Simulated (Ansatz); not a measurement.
Band edges of CuI in space group F-43m.

Input

```yaml
crystal:
  lattice:
    - [0.0, 3.0315, 3.0315]
    - [3.0315, 0.0, 3.0315]
    - [3.0315, 3.0315, 0.0]
  atoms:
    - { symbol: Cu, position: [0.75, 0.75, 0.75] }
    - { symbol: I, position: [0.0, 0.0, 0.0] }
basis:
  ecutwfc: 420
kpoints:
  mp_grid: { grid: [12, 12, 12] }
hamiltonian:
  xc: pbe
scf:
  occupations: { method: gaussian, width: 0.05 }
output:
  forces: true
  eigenvalues: true
  eigenstates:
    nscf_kmesh: { grid: [34, 34, 34] }
    top_band: c6
    de_dk: true
    localisation: true
  stress: true
checkpoint:
  write: ck
  compress: false
  write_wavefunctions: false
  write_every: 100000
```

Command:

```sh
ansatz run input.yaml --threads 1 --pin off --max-ram 3072MiB --backend cpu --events-out ev --progress --plain --runs-dir out
```

Method: Ansatz, DFT PBE, scalar-relativistic, plane waves, PAW; levels and slopes on a dense k mesh at the converged density. No spin polarisation. k mesh for the levels: 34×34×34. The geometry was not relaxed.

Masses come from a second pass at points close to the extrema; at the energies drawn a band may no longer be parabolic.

The gap is direct, 1.12 eV at this level of theory (semilocal functionals give gaps that are too small, and can reorder valleys that lie close).

Valence band: one maximum at Γ, three bands meeting there, with masses of 0.22 and 0.73 mₑ among them, each the same along x, y and z. Band 18 forms the valence edge; band 17 meets it there and band 16 meets it there.
Conduction band: one minimum at Γ, mass 0.15 mₑ in all directions. Band 19 forms the conduction edge.

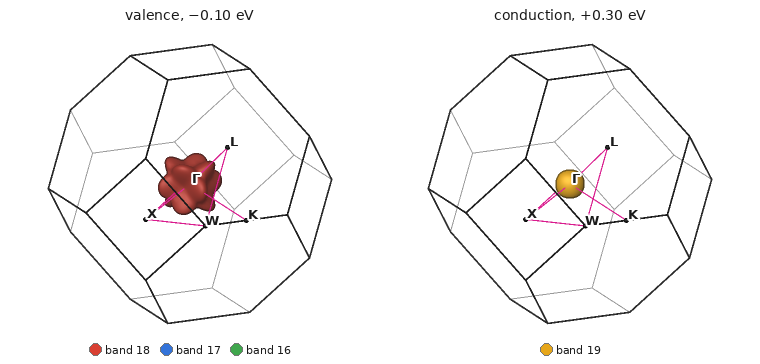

Constant-energy surfaces near the two band edges, measured from each edge.

Where one band's surface lies inside another's, the outer one hides all or part of it.

Spin-orbit coupling, left out here, can change the gap, its kind, the place of the band edges and the masses, since the compound holds I.
